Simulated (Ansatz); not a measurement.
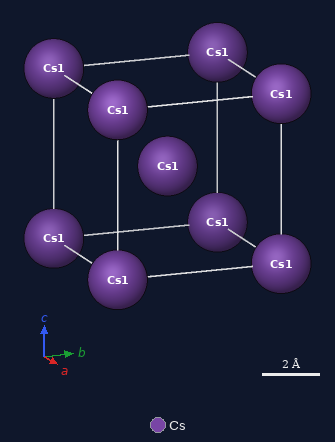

*The structure (spheres-only view of the cell 2 times as large as that of the calculation, set on its symmetry axes, seen slightly off an axis; atoms are numbered from 1 in the order of the input).*

## Cs: single-point calculation

- system: Cs (Im-3m, 1 atom in the cell)
- method: DFT PBE, scalar-relativistic, plane waves, PAW, no spin polarisation (Ansatz 0.2.0)

The structure derives from a Materials Project entry. Figures and captions count atoms from 1; the log counts them from 0 in places.

### Log
```
Engine: ansatz 0.2.0, x86_64-unknown-linux-gnu
Pseudopotentials: kind: paw
Pseudopotential: Cs, paw, valence charge 9, recommended cutoff 420 eV (normal), Cs.paw.azcp
Functional definition: PBE
  parameter kappa = 0.804
  parameter beta = 0.06672455060314922
  exchange = pbe_x(kappa = kappa, mu = beta*pi^2/3)
  correlation = pbe_c(beta = beta)
Crystal: 1 atoms, lattice volume = 122.477 Å³
Basis set: ecut = 420 eV, 2347 PW (Γ), exchange–correlation on 80×80×80 points (8 copies of the dense FFT grid, shifted against one another)
Bands: 9, of which v1, the nominal top of the filled ones, is band 5 counted from 1 (4 counted from 0)
Symmetry: 48 space group operations
Space group: Im-3m (ITA 229), of the structure as read, at distance tolerance 5.0e-5 Å
k-points: 8 of 64
Non-local potential: Cs, projectors of the file, l = 0: 3, l = 1: 2, l = 2: 2, l = 3: 2
PAW form: soft (Blöchl's): semilocal exchange-correlation on the pseudo side does not see the compensation charge
PAW one-centre angular grid: Cs, 194 points (default); XC on 64 Gauss nodes
Initial density: superposition of atomic densities (neutral atoms: chi_scale 0, normalization atom), corrected by the library's trained network
Initial wavefunctions: pseudopotential atomic-orbital guess
Functional: x = pbe(κ = 0.804, μ = 0.2195149727645171), c = pbe(β = 0.06672455060314922)
SCF iter   1: F=—  HF=-5670.721653 eV  |F-HF|=—  |Δ(HF+E_count)|=         —  Δρ=3.19e-4  dr2=1.13e-4  ethr=1.77e-3  ⟨swp⟩=6.4  Hψ=571  notcnv=0
preconditioner: auto → none  [insulator: Δε(μ)=0.461 eV  Ē_g=2.805 eV  σ=0.100 eV  W_gap=0.52  n_scr=12 (ndim 8)  ℏωp=3.4 eV  f_vac=0.000  D(μ)=5.05/eV (n_scr^D=42)  ε∞_Penn≈2.4]
SCF iter   2: F=—  HF=-5670.721944 eV  |F-HF|=—  |Δ(HF+E_count)|=   2.91e-4  Δρ=1.63e-4  dr2=3.21e-5  ethr=1.25e-6  ⟨swp⟩=2.5  Hψ=180  notcnv=0
SCF iter   3: F=—  HF=-5670.721993 eV  |F-HF|=—  |Δ(HF+E_count)|=   4.84e-5  Δρ=2.09e-5  dr2=9.76e-7  ethr=3.57e-7  ⟨swp⟩=2.1  Hψ=106  notcnv=0
iter 4 did not close the SCF: its close was put off for the readings that it lacked (scf_convergence_deferred on its scf_iter line)
SCF iter   4: F=-5670.721993 eV  HF=-5670.721992 eV  |F-HF|=7.34e-8  |Δ(HF+E_count)|=   2.67e-7  Δρ=6.08e-6  dr2=3.45e-8  ethr=1.08e-8  ⟨swp⟩=2.0  Hψ=101  notcnv=0
iter 5 did not close the SCF: its close was put off for the readings that it lacked (scf_convergence_deferred on its scf_iter line)
SCF iter   5: F=-5670.721993 eV  HF=-5670.721993 eV  |F-HF|=4.41e-9  |Δ(HF+E_count)|=   7.35e-8  Δρ=2.90e-6  dr2=1.35e-8  ethr=3.83e-10  ⟨swp⟩=2.0  Hψ=106  notcnv=0
SCF iter   6: F=-5670.721993 eV  HF=-5670.721993 eV  |F-HF|=3.64e-12  |Δ(HF+E_count)|=   8.32e-9  Δρ=1.11e-7  dr2=2.02e-11  ethr=1.50e-10  ⟨swp⟩=4.4  Hψ=318  notcnv=0
SCF 1 converged in 6 iterations: F = -5670.721993 eV  dr2 = 2.02e-11
  greatest PAW one-centre occupation: 0.929 electrons in one spin orbital (limit 2), on the Cs atom at site 0 (counted from 0), in its partial waves of l = 0
```

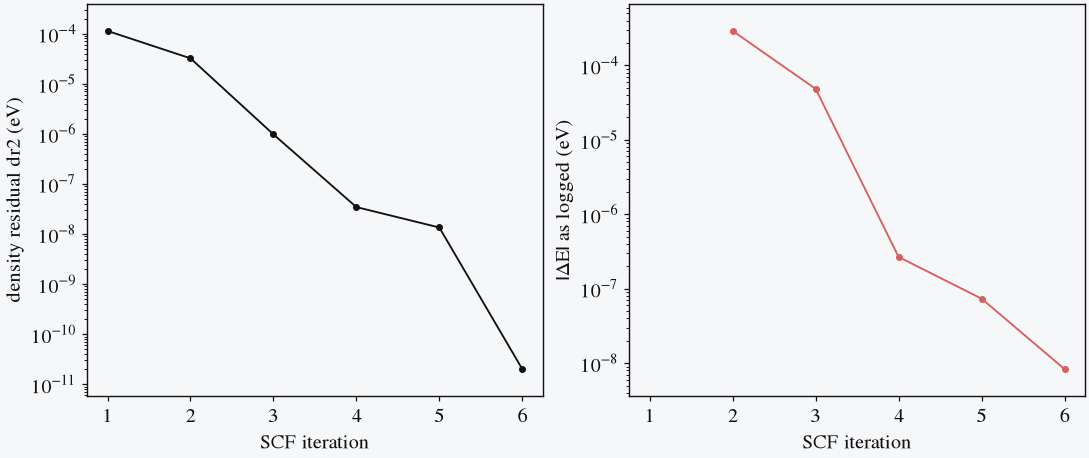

*Convergence of the self-consistent field: density residual dr2 and size of the energy change against the SCF iteration.*

The residual falls at every step.

```
SCF converged after 6 iterations
Free energy (F): -5670.721993 eV
Harris-Foulkes:  -5670.721993 eV  (|F-HF|=3.64e-12)
Internal energy: -5670.696759 eV  (E = F + TS)
E sigma→0 (E₀):  -5670.709376 eV
Entropy (-TS):   -0.025234 eV (-25.234 meV/atom)
Fermi energy:    1.978149 eV
--- Per-component energies (eV) ---
  E_band       = -94.684908
  E_kinetic    = 140.699430
  E_local      = -405.351880  (includes V_loc(G=0)·N_el)
  E_nonlocal   = 30.185762
  E_hartree    = 142.506531
  E_xc         = -172.792020
  E_vxc        = -124.427739  (∫ρ·V_xc dr)
  E_paw        = -5066.744901  (= ΣΔE_a)
  E_vpaw       = -20.803457  (= ΣTr[D̂ρ^β])
  E_aug_tail   = -0.000001  (compensation charges beyond the density's cutoff)
  E_ewald      = -339.199680
  E_smearing   = -0.025234  (= −TS)
  E_closure    = 0.000000  (closes the sum)
  Σ components = -5670.721993   (vs F -5670.721993, Δ=0.00e0)
--- Forces (eV/Å), atoms counted from 1 ---
  atom   1  Cs     0.00000000    -0.00000000     0.00000000
  max |Σ_I F_I| component: 6.16e-32 eV/Å
--- Stress (GPa, compression-positive) ---
       -0.043750       0.000000       0.000000
        0.000000      -0.043750       0.000000
       -0.000000      -0.000000      -0.043750
  P = ⅓ Tr σ = -0.0437 GPa (-0.437 kbar)
--- Band table (eV; the first three rows and the last of 8) ---
  k-point 0: bands = ["-21.9193", "-8.6733", "-8.6733", "-8.6733", "0.3546", "4.4220", "4.4220", "4.4220", "5.2367"]
  k-point 1: bands = ["-21.9168", "-8.7293", "-8.6919", "-8.6732", "0.9664", "3.6806", "3.9418", "5.0464", "5.0873"]
  k-point 2: bands = ["-21.9143", "-8.7835", "-8.7104", "-8.6732", "2.0287", "2.7784", "3.6168", "5.0532", "5.6577"]
  k-point 7: bands = ["-21.9104", "-8.7526", "-8.7526", "-8.7526", "2.6679", "2.6679", "4.8092", "4.8092", "4.8092"]
```

The run was set up as follows.

### Input
```yaml
crystal:
  lattice:
    - [-3.12846506, 3.12846506, 3.12846506]
    - [3.12846506, -3.12846506, 3.12846506]
    - [3.12846506, 3.12846506, -3.12846506]
  atoms:
    - { symbol: Cs, position: [0.0, 0.0, 0.0] }
basis:
  ecutwfc: 420
kpoints:
  mp_grid: { grid: [4, 4, 4] }
hamiltonian:
  xc: pbe
scf:
  occupations: { method: gaussian, width: 0.1 }
output:
  forces: true
  stress: true
  eigenvalues: true
```

Launch command:
```bash
ansatz run input.yaml --threads 8 --pin off --max-ram 20480MiB --backend cpu --events-out ev --progress --plain --runs-dir out
```

### Results in brief

| quantity | value |
| --- | --- |
| outcome | converged |
| space group (tolerance 0.01 Å) | Im-3m (229) |
| electrons treated | 9 |
| free energy | −5670.7220 eV |
| Fermi energy | 1.978 eV |
| gap on the k-point mesh | none (metallic) |
| pressure | −0.04 GPa |
| largest force (length of the vector) | under 0.001 eV/Å |
| hardware | 8 threads of Intel Xeon @ 2.70GHz, 189 GiB of memory available, shared host |
| wall time | 0.61 s (CPU time 1.9 s) |
| peak memory | 0.39 GiB |
